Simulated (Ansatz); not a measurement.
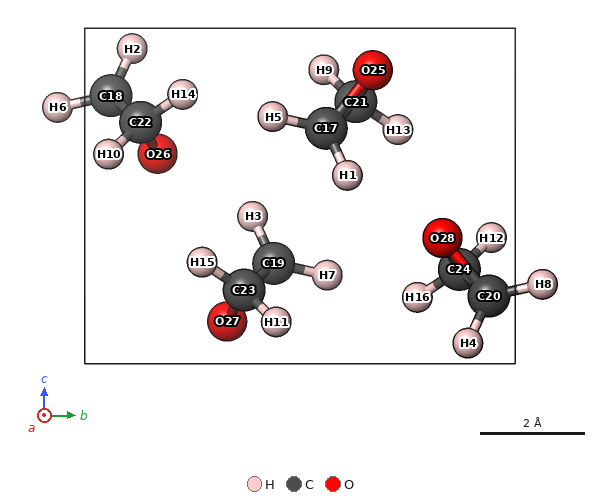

Fig. 1: The structure as given in the input (ball-and-stick view of the cell of the calculation, along the a axis; atoms are numbered from 1 in the order of the input). Near neighbours in the crystal (not all of them lie inside the picture): H has 1 C at 1.09 Å; C has 1 C at 1.47 Å, 2 H at 1.09 Å and 1 O at 1.44 Å; O has 2 C at 1.44 Å.

**Run report: C₂H₄O, band-structure calculation (part 1 of 2)**

- system: C₂H₄O (P2₁/c, 28 atoms in the cell)
- method: DFT PBE+D3(BJ), scalar-relativistic, plane waves, PAW, no spin polarisation (Ansatz 0.2.0)

The structure derives from an entry of the Crystallography Open Database. Figures and captions count atoms from 1; the log counts them from 0 in places.

**Output**
```
scf.n_extra_bands = 70 over 36 filled bands (N_el = 72.0): the run solves 106 bands
Engine: ansatz 0.2.0, aarch64-unknown-linux-gnu
Pseudopotentials: kind: paw
Pseudopotential: H, paw, valence charge 1, recommended cutoff 420 eV (normal), H.paw.azcp
Pseudopotential: C, paw, valence charge 4, recommended cutoff 420 eV (normal), C.paw.azcp
Pseudopotential: O, paw, valence charge 6, recommended cutoff 420 eV (normal), O.paw.azcp
Functional definition: PBE
  parameter kappa = 0.804
  parameter beta = 0.06672455060314922
  exchange = pbe_x(kappa = kappa, mu = beta*pi^2/3)
  correlation = pbe_c(beta = beta)
Crystal: 28 atoms, lattice volume = 254.742 Å³
Basis set: ecut = 420 eV, 4951 PW (Γ), exchange–correlation on 64×120×100 points (8 copies of the dense FFT grid, shifted against one another)
Bands: 106, of which v1, the nominal top of the filled ones, is band 36 counted from 1 (35 counted from 0)
Symmetry: 4 space group operations
Space group: P21/c (ITA 14), of the structure as read, at distance tolerance 6.3e-5 Å
k-points: 42 of 96
Non-local potential: H, projectors of the file, l = 0: 2, l = 1: 1
Non-local potential: C, projectors of the file, l = 0: 2, l = 1: 2, l = 2: 1
Non-local potential: O, projectors of the file, l = 0: 2, l = 1: 2, l = 2: 1
PAW form: soft (Blöchl's): semilocal exchange-correlation on the pseudo side does not see the compensation charge
PAW one-centre angular grid: H, 110 points (default); XC on 64 Gauss nodes
PAW one-centre angular grid: C, 110 points (default); XC on 64 Gauss nodes
PAW one-centre angular grid: O, 110 points (default); XC on 64 Gauss nodes
Initial density: superposition of atomic densities (neutral atoms: chi_scale 0, normalization atom), corrected by the library's trained network
Initial wavefunctions: pseudopotential atomic-orbital guess
Functional: x = pbe(κ = 0.804, μ = 0.2195149727645171), c = pbe(β = 0.06672455060314922)
SCF iter   1: F=—  HF=-4527.806170 eV  |F-HF|=—  |Δ(HF+E_count)|=         —  Δρ=8.26e-3  dr2=8.45e-2  ethr=1.77e-3  ⟨swp⟩=6.0  Hψ=21986  notcnv=0  defer=971
preconditioner: auto → Resta (q_TF=auto, 2.210 Å⁻¹)  ε∞=1.8  [insulator: Δε(μ)=5.411 eV  Ē_g=21.425 eV  σ=0.020 eV  W_gap=1.00  n_scr=48 (ndim 8)  ℏωp=19.7 eV  f_vac=0.111  D(μ)=0.00/eV (n_scr^D=0)  ε∞_Penn≈1.8]
SCF iter   2: F=—  HF=-4527.798610 eV  |F-HF|=—  |Δ(HF+E_count)|=   7.56e-3  Δρ=3.56e-3  dr2=1.57e-2  ethr=1.17e-4  ⟨swp⟩=2.9  Hψ=6776  notcnv=0  defer=2692
SCF iter   3: F=—  HF=-4527.801581 eV  |F-HF|=—  |Δ(HF+E_count)|=   2.97e-3  Δρ=1.82e-3  dr2=5.03e-3  ethr=2.18e-5  ⟨swp⟩=2.3  Hψ=3240  notcnv=0  defer=2692
SCF iter   4: F=—  HF=-4527.801946 eV  |F-HF|=—  |Δ(HF+E_count)|=   3.65e-4  Δρ=2.83e-4  dr2=1.58e-4  ethr=6.99e-6  ⟨swp⟩=2.0  Hψ=3491  notcnv=0  defer=2692
SCF iter   5: F=—  HF=-4527.802086 eV  |F-HF|=—  |Δ(HF+E_count)|=   1.40e-4  Δρ=8.62e-5  dr2=1.83e-5  ethr=2.20e-7  ⟨swp⟩=2.0  Hψ=2893  notcnv=0  defer=2692
SCF iter   6: F=—  HF=-4527.801938 eV  |F-HF|=—  |Δ(HF+E_count)|=   1.48e-4  Δρ=2.36e-5  dr2=1.01e-6  ethr=2.54e-8  ⟨swp⟩=2.0  Hψ=3092  notcnv=0  defer=2692
SCF iter   7: F=—  HF=-4527.801940 eV  |F-HF|=—  |Δ(HF+E_count)|=   1.13e-6  Δρ=8.62e-6  dr2=2.04e-7  ethr=1.40e-9  ⟨swp⟩=2.0  Hψ=3237  notcnv=0  defer=2692
SCF iter   8: F=-4527.801940 eV  HF=-4527.801940 eV  |F-HF|=4.53e-9  |Δ(HF+E_count)|=   4.81e-8  Δρ=2.47e-6  dr2=1.44e-8  ethr=1.39e-10  ⟨swp⟩=17.5  Hψ=33968  notcnv=0
SCF 1 converged in 8 iterations: F = -4527.801940 eV  dr2 = 1.44e-8
  greatest PAW one-centre occupation: 0.871 electrons in one spin orbital (limit 2), on the O atom at site 27 (counted from 0), in its partial waves of l = 0
```

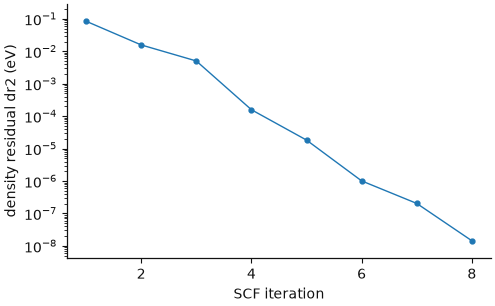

Fig. 2: Convergence of the self-consistent field: density residual dr2 against the SCF iteration. The residual falls at every step.

```
NSCF: frozen V_eff on 101 k-points
NSCF: frozen V_eff on 112 k-points
SCF converged after 8 iterations
Free energy (F): -4527.801940 eV
Harris-Foulkes:  -4527.801940 eV  (|F-HF|=4.53e-9)
Internal energy: -4527.801940 eV  (E = F + TS)
E sigma→0 (E₀):  -4527.801940 eV
Fermi energy:    2.142206 eV
--- Per-component energies (eV) ---
  E_band       = -536.787961
  E_kinetic    = 1646.265304
  E_local      = -4445.073910  (includes V_loc(G=0)·N_el)
  E_nonlocal   = 435.806237
  E_hartree    = 1533.259832
  E_xc         = -820.549636
  E_vxc        = -1033.623527  (∫ρ·V_xc dr)
  E_paw        = -1434.457795  (= ΣΔE_a)
  E_vpaw       = -206.673225  (= ΣTr[D̂ρ^β])
  E_aug_tail   = -0.012235  (compensation charges beyond the density's cutoff)
  E_ewald      = -1441.649751
  E_disp       = -1.389986  (pairwise vdW)
  E_smearing   = -0.000000  (= −TS)
  E_closure    = -0.000000  (closes the sum)
  Σ components = -4527.801940   (vs F -4527.801940, Δ=0.00e0)
--- Forces (eV/Å), atoms counted from 1 ---
  atom   1  H      0.00190916     0.00097423    -0.00374958
  atom   2  H     -0.00190916     0.00097423     0.00374958
  atom   3  H     -0.00190916    -0.00097423     0.00374958
  atom   4  H      0.00190916    -0.00097423    -0.00374958
  atom   5  H      0.00063052    -0.00267798     0.00021107
  atom   6  H     -0.00063052    -0.00267798    -0.00021107
  atom   7  H     -0.00063052     0.00267798    -0.00021107
  atom   8  H      0.00063052     0.00267798     0.00021107
  atom   9  H     -0.00080269    -0.00128886     0.00076733
  atom  10  H      0.00080269    -0.00128886    -0.00076733
  atom  11  H      0.00080269     0.00128886    -0.00076733
  atom  12  H     -0.00080269     0.00128886     0.00076733
  atom  13  H     -0.00202267     0.00341120    -0.00220911
  atom  14  H      0.00202267     0.00341120     0.00220911
  atom  15  H      0.00202267    -0.00341120     0.00220911
  atom  16  H     -0.00202267    -0.00341120    -0.00220911
  atom  17  C      0.00177989     0.00134569     0.00330880
  atom  18  C     -0.00177989     0.00134569    -0.00330880
  atom  19  C     -0.00177989    -0.00134569    -0.00330880
  atom  20  C      0.00177989    -0.00134569     0.00330880
  atom  21  C     -0.00154770    -0.00076223     0.00250152
  atom  22  C      0.00154770    -0.00076223    -0.00250152
  atom  23  C      0.00154770     0.00076223    -0.00250152
  atom  24  C     -0.00154770     0.00076223     0.00250152
  atom  25  O     -0.00024584    -0.00089035    -0.00178360
  atom  26  O      0.00024584    -0.00089035     0.00178360
  atom  27  O      0.00024584     0.00089035     0.00178360
  atom  28  O     -0.00024584     0.00089035    -0.00178360
  max |Σ_I F_I| component: 6.51e-19 eV/Å
--- Stress (GPa, compression-positive) ---
       -0.038668       0.000000       0.000282
        0.000000       0.024415      -0.000000
        0.000283      -0.000000      -0.022895
  P = ⅓ Tr σ = -0.0124 GPa (-0.124 kbar)
--- Band table (eV; the first three rows and the last of 42) ---
  k-point 0: bands = ["-21.4573", "-21.4088", "-21.3805", "-21.3626", "-11.4505", "-11.2292", "-11.2235", "-11.1206", "-9.9572", "-9.8836", "-9.8315", "-9.7255", "-7.5218", "-7.1943", "-7.1590", "-7.0539", "-6.6517", "-6.3182", "-6.3172", "-6.2985", "-4.3927", "-4.3749", "-4.3303", "-4.2236", "-3.7017", "-3.5399", "-3.5339", "-3.4268", "-2.4194", "-2.2532", "-2.1051", "-2.1041", "-1.1381", "-0.8871", "-0.8197", "-0.6357", "5.2681", "5.4477", "5.6350", "5.8331", "6.4235", "6.5104", "6.5870", "7.1461", "7.1785", "7.2285", "8.0955", "8.6341", "8.9026", "9.0857", "9.5344", "9.8057", "9.8285", "10.0712", "10.1610", "10.2337", "10.3085", "10.7745", "11.4119", "11.6926", "11.8806", "11.9757", "12.1353", "12.2926", "12.8448", "12.9586", "13.1514", "13.1723", "13.3329", "13.7224", "13.8630", "14.0008", "14.1378", "14.1388", "14.1774", "14.4046", "14.7248", "14.8652", "15.2493", "15.5778", "15.5840", "16.2514", "16.5878", "16.9249", "17.3649", "17.3774", "17.6721", "18.0201", "18.1639", "18.4043", "18.5377", "18.9082", "19.0025", "19.3979", "19.6000", "20.0611", "20.2656", "20.3753", "20.6121", "20.7283", "20.9324", "21.2753", "21.6024", "21.6182", "21.6388", "21.8693"]
  k-point 1: bands = ["-21.4489", "-21.4140", "-21.3791", "-21.3671", "-11.4644", "-11.3252", "-11.1681", "-11.0704", "-9.9567", "-9.8620", "-9.8410", "-9.7335", "-7.5305", "-7.3994", "-7.0414", "-6.7887", "-6.6405", "-6.4203", "-6.3560", "-6.3320", "-4.3936", "-4.3677", "-4.3138", "-4.2561", "-3.6870", "-3.5616", "-3.4925", "-3.4339", "-2.3953", "-2.2642", "-2.1305", "-2.1180", "-1.1126", "-0.9353", "-0.7884", "-0.6544", "5.1381", "5.3427", "5.5805", "6.1524", "6.3253", "6.3365", "6.4824", "6.8519", "7.6323", "7.6955", "8.1175", "8.5396", "8.9562", "9.1079", "9.4923", "9.6471", "10.0547", "10.0667", "10.2487", "10.3442", "10.4982", "10.6886", "10.9053", "11.3647", "11.8941", "12.0374", "12.2889", "12.5050", "12.5366", "12.8675", "13.0211", "13.0649", "13.3428", "13.4046", "13.8615", "13.9973", "14.0093", "14.0846", "14.3587", "14.3673", "14.9813", "15.1241", "15.1861", "15.6831", "15.9822", "16.1961", "16.5536", "16.9081", "17.1770", "17.2255", "17.6647", "18.1398", "18.1652", "18.3672", "18.3757", "18.7727", "19.1210", "19.6789", "19.7747", "20.2843", "20.6120", "20.7499", "20.8354", "20.8903", "20.9729", "21.1741", "21.5139", "21.9386", "22.2361", "22.2789"]
```
